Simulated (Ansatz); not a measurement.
# Y on Co(0001): change of the work function

How does Y on the fcc site change the work function of Co(0001) as the layer fills?

Method: plane-wave DFT, PBE, Ansatz PAW, in Ansatz 0.2.0.

## (1) The structure

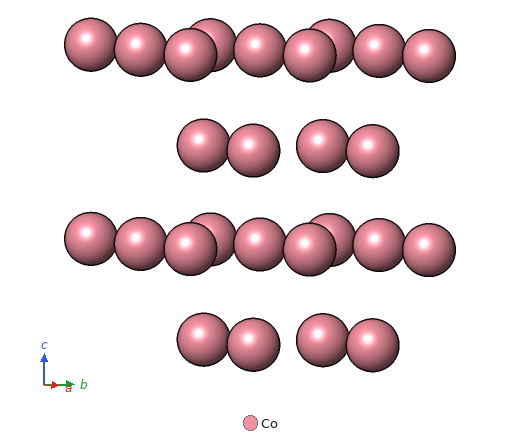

The cell as given, from the side, with the c axis up (cobalt pink). 2×2×1 cells are drawn. Some periodic images of atoms are drawn too.

The cell holds 4 atoms: 4 Co. Cell: a = 2.510 Å, b = 2.510 Å, c = 24.107 Å, α = 90.0°, β = 90.0°, γ = 60.0°. Vacuum lies along c.

## (2) The clean slab

The bare slab comes first, as the zero from which every change is counted. The two lowest layers are held at bulk places and the upper ones relax. The dipole correction removes the false field that a one-sided slab makes across the periodic vacuum, so each face gets a flat vacuum level of its own.

input.yaml

```yaml
crystal:
  lattice:
    - [2.51, 0.0, 0.0]
    - [1.255, 2.1737237635, 0.0]
    - [0.0, 0.0, 24.10683]
  atoms:
    - { symbol: Co, position: [0.6666666667, 0.6666666667, 0.3733381784], spin: 1.7 }
    - { symbol: Co, position: [0.0, 0.0, 0.4577793928], spin: 1.7 }
    - { symbol: Co, position: [0.6666666667, 0.6666666667, 0.5422206072], spin: 1.7 }
    - { symbol: Co, position: [0.0, 0.0, 0.6266618216], spin: 1.7 }
magnetization:
  spin_polarized: true
kpoints:
  mp_grid: { grid: [12, 12, 1] }
hamiltonian:
  xc: pbe
scf:
  occupations: { method: fermi_dirac, width: 0.1 }
  convergence: { dr2_threshold: 1.0e-08 }
efield:
  axis: 3
  dipole_correction: true
  ramp_position: 0.97
  ramp_width: 0.06
relax:
  f_tol: 0.02
  max_steps: 60
  constraints: [{ sites: [0, 1] }]
output:
  write_potential: true
  write_density: true
  volumetric_format: npy
```

The run is started by

```bash
$ ansatz run input.yaml --threads 4 --pin off --max-ram 16384MiB --backend cpu --events-out ev --progress --plain --runs-dir out
```

Numbers of over 12 decimals in the logs are rounded to 6 here.

The program printed:

```text
Engine: ansatz 0.2.0, x86_64-unknown-linux-gnu
Pseudopotentials: kind: paw
Pseudopotential: Co, paw, valence charge 17, recommended cutoff 420 eV (normal), Co.paw.azcp
Functional definition: PBE
  parameter kappa = 0.804
  parameter beta = 0.066725
  exchange = pbe_x(kappa = kappa, mu = beta*pi^2/3)
  correlation = pbe_c(beta = beta)
Crystal: 4 atoms, lattice volume = 131.528 Å³
Basis set: ecut = 420 eV, 2559 PW (Γ), exchange–correlation on 36×36×324 points (8 copies of the dense FFT grid, shifted against one another)
Bands: 45, of which v1, the nominal top of the filled ones, is band 34 counted from 1 (33 counted from 0)
Symmetry: 6 space group operations
k-points: 19 of 144 (time reversal used)
Non-local potential: Co, projectors of the file, l = 0: 3, l = 1: 2, l = 2: 3, l = 3: 1
PAW form: soft (Blöchl's): semilocal exchange-correlation on the pseudo side does not see the compensation charge
PAW one-centre angular grid: Co, 590 points (default); XC on 64 Gauss nodes
Initial density: superposition of atomic densities (neutral atoms: chi_scale 0, normalization atom)
Starting moments: Σ|m| = 6.8 μB on 4 of 4 sites
Initial wavefunctions: pseudopotential atomic-orbital guess
Functional: x = pbe(κ = 0.804, μ = 0.219515), c = pbe(β = 0.066725)
SCF iter   1: F=—  HF=-20501.283179 eV  |F-HF|=—  |Δ(HF+E_count)|=         —  Δρ=4.96e-2 (↑1.05e-2 ↓4.96e-2)  dr2=5.44e0  dr2_m=7.36e-1  M=6.870 μB ∫|m|=7.076 μB  β_m=1.00  ethr=3.10e-3  p=0.000 e·Å  D=5.24e-13 V/Å  ΔV_dip=-0.00 eV  dr2_dipole=8.17e-14  V_vac-E_F(+/−)=7.43/7.43 eV  ⟨swp⟩=11.6  Hψ=9064  notcnv=0  defer=12
Mixer restart at iter 1: flushing history
efield: sawtooth ramp at fractional position 0.9700 (set: `efield.ramp_position`, or a place that a band, a saddle search or an elastic batch's reference lends), width 0.0600; the density the first Hamiltonian is built on has a dipole p = 0.000 e·Å; the dipole correction subtracts the counter field D = 5.24e-13 V/Å, which shifts the + side's vacuum level by -0.00 eV against the − side's; the planar-averaged density in the ramp window peaks in size at 9.3e-6 e/Å³
preconditioner: auto → LDOS  [metal: Δε(μ)=0.017 eV  Ē_g=6.887 eV  σ=0.100 eV  W_gap=0.04  n_scr=18 (ndim 8)  ℏωp=19.4 eV  f_vac=0.597  D(μ)=4.76/eV (n_scr^D=18)]
spin=Collinear: LDOS preconditioning applied to the charge; magnetization (m = ρ↑ − ρ↓) channel mixes plain (no charge-response kernel on spin).
SCF iter   2: F=—  HF=-20500.677815 eV  |F-HF|=—  |Δ(HF+E_count)|=   6.05e-1  Δρ=1.21e-2 (↑1.21e-2 ↓7.84e-3)  dr2=4.83e-1  dr2_m=7.43e-2  M=6.898 μB ∫|m|=7.367 μB  β_m=0.34  ethr=3.10e-3  p=-0.000 e·Å  D=-2.46e-5 V/Å  ΔV_dip=0.00 eV  dr2_dipole=1.91e-7  V_vac-E_F(+/−)=6.53/6.53 eV  ⟨swp⟩=2.7  Hψ=3071  notcnv=0  defer=51
density mixer auto → msr1: a metal under ldos (density of states about μ 3.22 of a free-electron gas's, 18 screened modes)
SCF iter   3: F=—  HF=-20501.994778 eV  |F-HF|=—  |Δ(HF+E_count)|=    1.32e0  Δρ=4.76e-3 (↑4.76e-3 ↓4.65e-3)  dr2=9.37e-2  dr2_m=1.60e-2  M=6.919 μB ∫|m|=7.458 μB  β_m=0.48  ethr=7.10e-4  p=-0.000 e·Å  D=-4.93e-6 V/Å  ΔV_dip=0.00 eV  dr2_dipole=8.09e-8  V_vac-E_F(+/−)=5.92/5.92 eV  ⟨swp⟩=2.9  Hψ=2992  notcnv=0  defer=51
SCF iter   4: F=—  HF=-20502.978218 eV  |F-HF|=—  |Δ(HF+E_count)|=         —  Δρ=5.17e-3 (↑5.17e-3 ↓2.79e-3)  dr2=4.72e-2  dr2_m=7.71e-3  M=6.980 μB ∫|m|=7.615 μB  β_m=0.48  ethr=1.38e-4  p=0.000 e·Å  D=1.01e-6 V/Å  ΔV_dip=-0.00 eV  dr2_dipole=3.72e-8  V_vac-E_F(+/−)=5.27/5.27 eV  ⟨swp⟩=3.2  Hψ=3763  notcnv=0  defer=53
SCF iter   5: F=—  HF=-20503.130186 eV  |F-HF|=—  |Δ(HF+E_count)|=   1.52e-1  Δρ=2.48e-3 (↑1.51e-3 ↓2.48e-3)  dr2=1.24e-2  dr2_m=1.57e-3  M=6.908 μB ∫|m|=7.565 μB  β_m=0.64  ethr=6.94e-5  p=0.000 e·Å  D=1.27e-6 V/Å  ΔV_dip=-0.00 eV  dr2_dipole=5.41e-10  V_vac-E_F(+/−)=5.11/5.11 eV  ⟨swp⟩=2.2  Hψ=3111  notcnv=0  defer=53
SCF iter   6: F=—  HF=-20503.154936 eV  |F-HF|=—  |Δ(HF+E_count)|=   2.48e-2  Δρ=1.15e-3 (↑8.50e-4 ↓1.15e-3)  dr2=3.50e-3  dr2_m=1.52e-4  M=6.880 μB ∫|m|=7.545 μB  β_m=0.80  ethr=1.83e-5  p=0.000 e·Å  D=2.95e-6 V/Å  ΔV_dip=-0.00 eV  dr2_dipole=6.99e-9  V_vac-E_F(+/−)=5.04/5.04 eV  ⟨swp⟩=2.1  Hψ=2807  notcnv=0  defer=53
SCF iter   7: F=—  HF=-20503.158756 eV  |F-HF|=—  |Δ(HF+E_count)|=   3.82e-3  Δρ=5.96e-4 (↑5.02e-4 ↓5.96e-4)  dr2=1.26e-3  dr2_m=2.25e-5  M=6.862 μB ∫|m|=7.535 μB  β_m=0.70  ethr=5.15e-6  p=-0.000 e·Å  D=-6.62e-6 V/Å  ΔV_dip=0.00 eV  dr2_dipole=4.72e-8  V_vac-E_F(+/−)=5.00/5.00 eV  ⟨swp⟩=2.4  Hψ=3309  notcnv=0  defer=55
SCF iter   8: F=—  HF=-20503.158660 eV  |F-HF|=—  |Δ(HF+E_count)|=   9.68e-5  Δρ=1.88e-4 (↑1.88e-4 ↓1.66e-4)  dr2=7.45e-5  dr2_m=6.98e-6  M=6.861 μB ∫|m|=7.536 μB  β_m=0.70  ethr=1.85e-6  p=0.000 e·Å  D=1.90e-6 V/Å  ΔV_dip=-0.00 eV  dr2_dipole=1.38e-10  V_vac-E_F(+/−)=4.99/4.99 eV  ⟨swp⟩=2.4  Hψ=3092  notcnv=0  defer=56
SCF iter   9: F=—  HF=-20503.158672 eV  |F-HF|=—  |Δ(HF+E_count)|=   1.27e-5  Δρ=6.53e-5 (↑3.95e-5 ↓6.53e-5)  dr2=5.92e-6  dr2_m=2.71e-6  M=6.858 μB ∫|m|=7.537 μB  β_m=0.79  ethr=1.10e-7  p=-0.000 e·Å  D=-1.04e-6 V/Å  ΔV_dip=0.00 eV  dr2_dipole=6.55e-10  V_vac-E_F(+/−)=4.98/4.98 eV  ⟨swp⟩=2.6  Hψ=2918  notcnv=0  defer=56
SCF iter  10: F=—  HF=-20503.158675 eV  |F-HF|=—  |Δ(HF+E_count)|=   2.24e-6  Δρ=3.81e-5 (↑3.81e-5 ↓2.00e-5)  dr2=3.10e-6  dr2_m=1.73e-7  M=6.858 μB ∫|m|=7.537 μB  β_m=0.68  ethr=8.70e-9  p=0.000 e·Å  D=2.53e-6 V/Å  ΔV_dip=-0.00 eV  dr2_dipole=6.54e-9  V_vac-E_F(+/−)=4.98/4.98 eV  ⟨swp⟩=2.4  Hψ=2802  notcnv=0  defer=56
SCF iter  11: F=—  HF=-20503.158675 eV  |F-HF|=—  |Δ(HF+E_count)|=   5.00e-7  Δρ=1.15e-5 (↑6.30e-6 ↓1.15e-5)  dr2=2.57e-7  dr2_m=6.68e-8  M=6.857 μB ∫|m|=7.537 μB  β_m=0.59  ethr=4.56e-9  p=-0.000 e·Å  D=-2.92e-6 V/Å  ΔV_dip=0.00 eV  dr2_dipole=1.06e-8  V_vac-E_F(+/−)=4.98/4.98 eV  ⟨swp⟩=2.3  Hψ=2831  notcnv=0  defer=56
SCF iter  12: F=—  HF=-20503.158675 eV  |F-HF|=—  |Δ(HF+E_count)|=   9.91e-8  Δρ=6.32e-6 (↑3.04e-6 ↓6.32e-6)  dr2=3.02e-8  dr2_m=2.20e-8  M=6.857 μB ∫|m|=7.537 μB  β_m=0.79  ethr=3.77e-10  p=0.000 e·Å  D=3.18e-7 V/Å  ΔV_dip=-0.00 eV  dr2_dipole=3.21e-10  V_vac-E_F(+/−)=4.98/4.98 eV  ⟨swp⟩=2.3  Hψ=2560  notcnv=0  defer=56
SCF iter  13: F=—  HF=-20503.158675 eV  |F-HF|=—  |Δ(HF+E_count)|=   8.19e-8  Δρ=3.67e-6 (↑3.67e-6 ↓3.22e-6)  dr2=5.56e-8  dr2_m=3.60e-9  M=6.857 μB ∫|m|=7.538 μB  β_m=0.63  ethr=4.44e-11  p=-0.000 e·Å  D=-2.65e-6 V/Å  ΔV_dip=0.00 eV  dr2_dipole=1.05e-8  V_vac-E_F(+/−)=4.98/4.98 eV  ⟨swp⟩=3.2  Hψ=3631  notcnv=0  defer=56
[...]
preconditioner: auto → LDOS  [metal: Δε(μ)=0.011 eV  Ē_g=6.720 eV  σ=0.100 eV  W_gap=0.03  n_scr=12 (ndim 8)  ℏωp=19.4 eV  f_vac=0.612  D(μ)=3.74/eV (n_scr^D=16)]
spin=Collinear: LDOS preconditioning applied to the charge; magnetization (m = ρ↑ − ρ↓) channel mixes plain (no charge-response kernel on spin).
SCF iter   2: F=—  HF=-20503.182460 eV  |F-HF|=—  |Δ(HF+E_count)|=   7.25e-5  Δρ=1.31e-4 (↑1.31e-4 ↓1.26e-4)  dr2=3.27e-4  dr2_m=1.50e-6  M=6.834 μB ∫|m|=7.500 μB  β_m=0.31  ethr=1.53e-6  p=0.002 e·Å  D=2.56e-3 V/Å  ΔV_dip=-0.06 eV  dr2_dipole=1.26e-4  V_vac-E_F(+/−)=4.93/4.99 eV  ⟨swp⟩=2.1  Hψ=2531  notcnv=0  defer=64
density mixer auto → msr1: a metal under ldos (density of states about μ 2.82 of a free-electron gas's, 18 screened modes)
SCF iter   3: F=—  HF=-20503.182459 eV  |F-HF|=—  |Δ(HF+E_count)|=   8.64e-7  Δρ=1.32e-4 (↑1.32e-4 ↓6.95e-5)  dr2=8.49e-5  dr2_m=6.29e-6  M=6.834 μB ∫|m|=7.500 μB  β_m=0.44  ethr=4.81e-7  p=0.002 e·Å  D=2.44e-3 V/Å  ΔV_dip=-0.06 eV  dr2_dipole=2.77e-5  V_vac-E_F(+/−)=4.93/4.99 eV  ⟨swp⟩=1.6  Hψ=1860  notcnv=0  defer=64
SCF iter   4: F=—  HF=-20503.182475 eV  |F-HF|=—  |Δ(HF+E_count)|=   1.58e-5  Δρ=6.00e-5 (↑5.17e-5 ↓6.00e-5)  dr2=2.34e-5  dr2_m=2.73e-6  M=6.835 μB ∫|m|=7.501 μB  β_m=0.50  ethr=1.25e-7  p=0.002 e·Å  D=2.49e-3 V/Å  ΔV_dip=-0.06 eV  dr2_dipole=6.53e-6  V_vac-E_F(+/−)=4.93/4.99 eV  ⟨swp⟩=1.8  Hψ=2028  notcnv=0  defer=64
SCF iter   5: F=—  HF=-20503.182484 eV  |F-HF|=—  |Δ(HF+E_count)|=   8.94e-6  Δρ=5.34e-5 (↑5.34e-5 ↓3.33e-5)  dr2=7.93e-7  dr2_m=2.13e-6  M=6.836 μB ∫|m|=7.501 μB  β_m=0.64  ethr=3.44e-8  p=0.002 e·Å  D=2.54e-3 V/Å  ΔV_dip=-0.06 eV  dr2_dipole=1.53e-7  V_vac-E_F(+/−)=4.93/4.99 eV  ⟨swp⟩=2.0  Hψ=2388  notcnv=0  defer=64
SCF iter   6: F=—  HF=-20503.182487 eV  |F-HF|=—  |Δ(HF+E_count)|=   3.70e-6  Δρ=2.43e-5 (↑2.43e-5 ↓7.21e-6)  dr2=7.26e-7  dr2_m=1.91e-7  M=6.836 μB ∫|m|=7.502 μB  β_m=0.65  ethr=1.17e-9  p=0.002 e·Å  D=2.57e-3 V/Å  ΔV_dip=-0.06 eV  dr2_dipole=2.85e-8  V_vac-E_F(+/−)=4.93/4.99 eV  ⟨swp⟩=3.0  Hψ=3468  notcnv=0  defer=64
SCF iter   7: F=—  HF=-20503.182487 eV  |F-HF|=—  |Δ(HF+E_count)|=   1.19e-7  Δρ=9.49e-6 (↑8.56e-6 ↓9.49e-6)  dr2=4.08e-7  dr2_m=2.70e-8  M=6.836 μB ∫|m|=7.502 μB  β_m=0.57  ethr=1.07e-9  p=0.002 e·Å  D=2.57e-3 V/Å  ΔV_dip=-0.06 eV  dr2_dipole=7.03e-8  V_vac-E_F(+/−)=4.93/4.99 eV  ⟨swp⟩=2.0  Hψ=2972  notcnv=0  defer=64
SCF iter   8: F=—  HF=-20503.182487 eV  |F-HF|=—  |Δ(HF+E_count)|=   3.91e-8  Δρ=3.66e-6 (↑3.66e-6 ↓2.36e-6)  dr2=1.57e-8  dr2_m=9.76e-9  M=6.836 μB ∫|m|=7.502 μB  β_m=0.70  ethr=6.00e-10  p=0.002 e·Å  D=2.57e-3 V/Å  ΔV_dip=-0.06 eV  dr2_dipole=9.37e-10  V_vac-E_F(+/−)=4.93/4.99 eV  ⟨swp⟩=2.4  Hψ=2821  notcnv=0  defer=64
SCF iter   9: F=—  HF=-20503.182487 eV  |F-HF|=—  |Δ(HF+E_count)|=   4.03e-8  Δρ=1.38e-6 (↑1.31e-6 ↓1.38e-6)  dr2=4.06e-9  dr2_m=1.04e-9  M=6.836 μB ∫|m|=7.502 μB  β_m=0.65  ethr=2.31e-11  p=0.002 e·Å  D=2.57e-3 V/Å  ΔV_dip=-0.06 eV  dr2_dipole=1.26e-10  V_vac-E_F(+/−)=4.93/4.99 eV  ⟨swp⟩=2.8  Hψ=3111  notcnv=0  defer=64
SCF iter  10: F=—  HF=-20503.182487 eV  |F-HF|=—  |Δ(HF+E_count)|=   7.28e-9  Δρ=1.36e-6 (↑8.80e-7 ↓1.36e-6)  dr2=1.39e-8  dr2_m=3.70e-10  M=6.836 μB ∫|m|=7.502 μB  β_m=0.68  ethr=5.97e-12  p=0.002 e·Å  D=2.57e-3 V/Å  ΔV_dip=-0.06 eV  dr2_dipole=4.02e-9  V_vac-E_F(+/−)=4.93/4.99 eV  ⟨swp⟩=2.8  Hψ=3546  notcnv=0  defer=64
SCF iter  11: F=-20503.182487 eV  HF=-20503.182487 eV  |F-HF|=6.06e-9  |Δ(HF+E_count)|=   2.47e-9  Δρ=9.04e-7 (↑3.89e-7 ↓9.04e-7)  dr2=5.43e-9  dr2_m=1.59e-10  M=6.836 μB ∫|m|=7.502 μB  ethr=5.97e-12  p=0.002 e·Å  D=2.57e-3 V/Å  ΔV_dip=-0.06 eV  dr2_dipole=1.24e-9  V_vac-E_F(+/−)=4.93/4.99 eV  ⟨swp⟩=7.0  Hψ=9531  notcnv=0
SCF 4 converged in 11 iterations: F = -20503.182487 eV  dr2 = 5.43e-9
relax step   4: F+E_penalty+E_count = -20503.18248727 eV  Δ(F+E_penalty+E_count) = -2.578e-4 eV  max|allowed force component| = 6.596e-3 eV/Å  Δτ_max = 0.0084 Å  (11 SCF iters, accepted)
NSCF: frozen V_eff on 19 k-points
the band table was solved once a step of the walk had ended and its energy, with any forces and stress, was formed, with the checks that follow a solve (9213 applications of the Hamiltonian). They found nothing against the state; the energy, forces and stress were not computed again (output.eigenvalues in the input reference)
WARN: The output density's exchange-correlation potential varies sharply where the density is thin. Do not read a vacuum level from v_tot or v_xc, or from such a field of the output density. On a cell that repeats whose density bears no net charge and no dipole along the vacuum's axis use v_es (v_loc + v_h of the components); under efield.dipole_correction with no amplitude use v_es + v_field, which holds any externa [...]
SCF converged after 11 iterations
Magnetization: 6.8365 μB (37.4182 up, 30.5818 down)
Absolute magnetization: 7.5041 μB (∫|ρ↑−ρ↓|, with the PAW one-centre terms)
Spin contamination: 0.1418 ħ² per cell (⟨S²⟩ above its minimum at these occupations)
Per-site moments (μB) at R_I (Å): [(1.819632, 1.030734), (1.757751, 1.030734), (1.742029, 1.000660), (1.792706, 1.000660)]
Free energy (F): -20503.182487 eV
Harris-Foulkes:  -20503.182487 eV  (|F-HF|=6.06e-9)
Internal energy: -20503.052780 eV  (E = F + TS)
E sigma→0 (E₀):  -20503.117634 eV
Entropy (-TS):   -0.129707 eV (-32.427 meV/atom)
Fermi energy:    2.954768 eV
Dipole field:    D = 0.002625 V/Å  (p = 0.001908 e·Å, saw-weighted, corrected)
Work function:   Φ+ = 4.9253 eV   Φ− = 4.9886 eV
Levels:          The Fermi level and band energies are counted from a zero that moves with the ramp; work functions are not
--- Per-component energies (eV) ---
  E_band       = -2041.790015
  E_kinetic    = 1808.861084
  E_local      = -151342.606059  (includes V_loc(G=0)·N_el)
  E_nonlocal   = 1821.381813
  E_hartree    = 74222.728905
  E_xc         = -632.279232
  E_vxc        = -815.577330  (∫ρ·V_xc dr)
  E_paw        = -6063.646020  (= ΣΔE_a)
  E_vpaw       = -1959.317964  (= ΣTr[D̂ρ^β])
  E_aug_tail   = 0.000301  (compensation charges beyond the density's cutoff)
  E_efield     = 0.000003  (sawtooth field / dipole correction)
  E_vefield    = 0.003155  (∫n·V_field dr)
  E_ewald      = 59682.506425
  E_smearing   = -0.129707  (= −TS)
  E_closure    = -0.000000  (closes the sum)
  Σ components = -20503.182487   (vs F -20503.182487, Δ=0.00e0)
--- Forces (eV/Å), atoms counted from 1 ---
  atom   1  Co     0.00000000     0.00000000     0.50233506
  atom   2  Co    -0.00000000     0.00000000    -0.49983115
  atom   3  Co     0.00000000    -0.00000000     0.00407760
  atom   4  Co     0.00000000    -0.00000000    -0.00659585
  max |Σ_I F_I| component: 1.43e-5 eV/Å
--- Band table (eV; the first three rows and the last of 38) ---
  k-point 0 ↑: bands = [... 30 lower, 0.6027, 1.1317, 1.1317, 1.5257, 1.5257, 1.8851, 1.8851, 2.0257, ... 7 higher]
  k-point 1 ↑: bands = [... 30 lower, 0.6932, 1.0395, 1.1017, 1.3850, 1.5039, 1.5354, 1.7908, 1.8846, ... 7 higher]
  k-point 2 ↑: bands = [... 30 lower, 0.8036, 0.9408, 1.0332, 1.1441, 1.4384, 1.4726, 1.8810, 2.0831, ... 7 higher]
  k-point 18 ↓: bands = [... 30 lower, 3.1142, 3.7214, 3.7507, 3.8049, 3.9140, 3.9574, 8.5075, 8.8942, ... 7 higher]
--- Relaxed structure (4 steps of the walk, 4 accepted, 0 SCFs on fresh bases) ---
  F+E_penalty+E_count = -20503.18248727 eV   max|allowed force component| = 6.596e-3 eV/Å
  atoms:
    - { symbol: Co, position: [0.666667, 0.666667, 0.373338] }
    - { symbol: Co, position: [0.0, 0.0, 0.4577793928] }
    - { symbol: Co, position: [0.666667, 0.666667, 0.542627] }
    - { symbol: Co, position: [-4.105842271699468e-18, 0, 0.623327] }
```

Elapsed: 9.8 s, on 4 threads of AMD EPYC 9R45, shared host; peak memory 0.61 GiB.

Step by step:

```csv
step,energy less that of the first step (eV),largest force component (eV/Å)
1,0.0000,0.4887
2,-0.0156,0.3161
3,-0.0236,0.0611
4,-0.0238,0.0066
```

The run keeps the 6 symmetry operations that it works with, so distortions that break them were not tested.

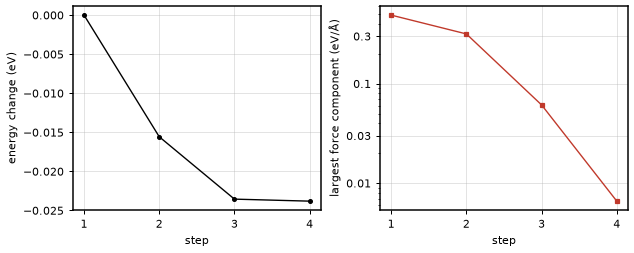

Energy and largest force along the relaxation.

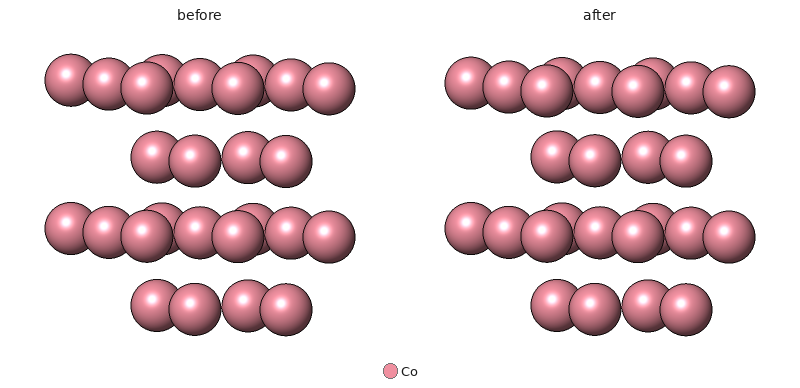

The structure before and after the relaxation, drawn at the same scale.

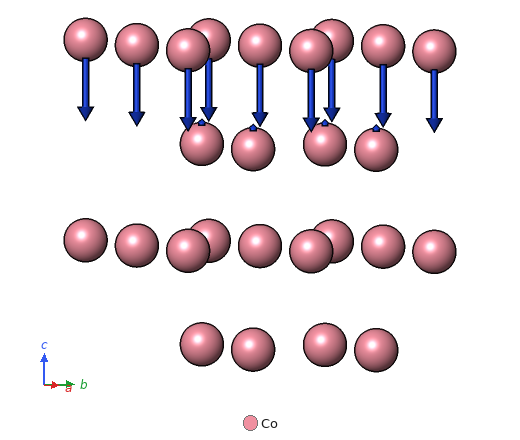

Displacements in the relaxation, exaggerated; the longest in the cell stands for 0.08 Å. 2×2×1 cells are drawn. Some periodic images of atoms are drawn too.

The atoms that moved most (Å):

| atom | dx | dy | dz | length |
| --- | --- | --- | --- | --- |
| Co4 | 0.000 | 0.000 | -0.080 | 0.080 |
| Co3 | 0.000 | 0.000 | 0.010 | 0.010 |

Final coordinates:

```cif
data_structure
_symmetry_space_group_name_H-M 'P 1'
_symmetry_Int_Tables_number 1
_cell_length_a 2.5100
_cell_length_b 2.5100
_cell_length_c 24.1068
_cell_angle_alpha 90.000
_cell_angle_beta 90.000
_cell_angle_gamma 60.000
_cell_volume 131.53
loop_
_atom_site_label
_atom_site_type_symbol
_atom_site_fract_x
_atom_site_fract_y
_atom_site_fract_z
_atom_site_occupancy
Co1 Co 0.66667 0.66667 0.37334 1
Co2 Co 0.00000 0.00000 0.45778 1
Co3 Co 0.66667 0.66667 0.54263 1
Co4 Co 0.00000 0.00000 0.62333 1
```

Numbers from this step:

```
energy at zero smearing        : -20503.1176 eV
total moment                   : 6.836 μB
site moments                   : 1.820, 1.758, 1.742, 1.793 μB
work function, upper face      : 4.925 eV
work function, lower face      : 4.989 eV
dipole along the normal        : 0.001908 e·Å
step between the vacuum levels : -0.06327 eV
```

Running mean over 2.03561 Å of the planar mean; the ramp of the sawtooth is left out. The electron's electrostatic potential energy less the Fermi level by z:

| z (Å) | electron's electrostatic potential energy less the Fermi level (eV) |
| --- | --- |
| 3 | 4.99 |
| 4 | 4.99 |
| 5 | 4.98 |
| 6 | 4.92 |
| 7 | 4.21 |
| 8 | -3.46 |
| 9 | -10.3 |
| 10 | -10.5 |
| 11 | -10.6 |
| 12 | -10.5 |
| 13 | -10.6 |
| 14 | -11.5 |
| 15 | -10.4 |
| 16 | -3.80 |
| 17 | 4.09 |
| 18 | 4.86 |
| 19 | 4.92 |
| 20 | 4.93 |
| 21 | 4.93 |

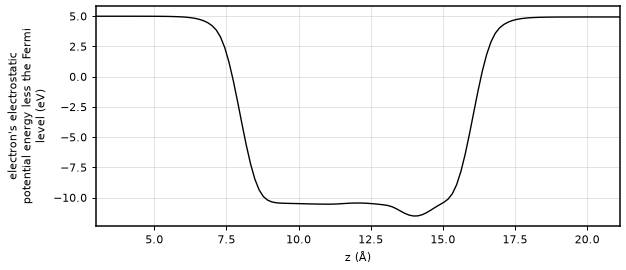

Electron's electrostatic potential energy less the Fermi level against z.

[end of part 1 of 4]

[Logs are printed without paths, hosts, clocks, repeated set-up lines and the standing remarks that a program may print on its own settings, such as how far it seeks lower states.]

[Hosts, paths, dates, database ids (printed as entryN), source tags and the programs' standing remarks are cut or masked in the printed files.]

[Maps of the electrostatic potential energy from Ansatz leave out the sawtooth potential of an applied field or a dipole correction, so their vacuum need not be flat; planar profiles and work functions include it.]
